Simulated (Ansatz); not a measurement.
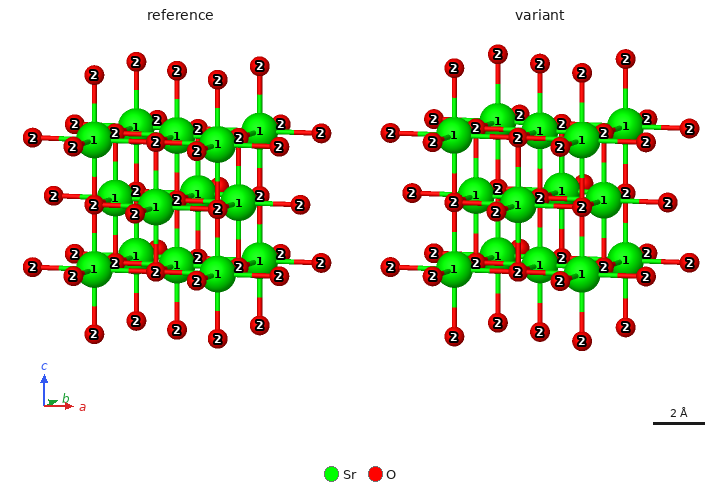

Left: a symmetric starting cell of SrO. Right: the same structure after one change, at the same scale. A ball-and-stick model of the conventional cell (4 times the calculation's cell), seen slightly off an axis. Lengths and directions refer to the drawn axes.

The calculation used DFT PBE, scalar-relativistic, plane waves, PAW in Ansatz. Settings: plane-wave cutoff 420 eV; k-point mesh 8 × 8 × 8; occupations gaussian; smearing width 0.02 eV; no spin polarisation.

**What distinguishes the right structure from the left one?**

All lengths are scaled by +3.6 % (volume +11.1 %), the atoms keeping their fractional coordinates. No relaxation follows. The starting cell wasn't computed here and needn't be at equilibrium, so pressure and forces aren't due to the change alone.

**And its effect?**

The pressure is −5.2 GPa (not all of it need come from the change, since the unchanged cell can be under pressure at this level too). All forces vanish by symmetry. Near-neighbour distances before and after: O–Sr 2.570 → 2.662 Å. The space group stays Fm-3m (No. 225).
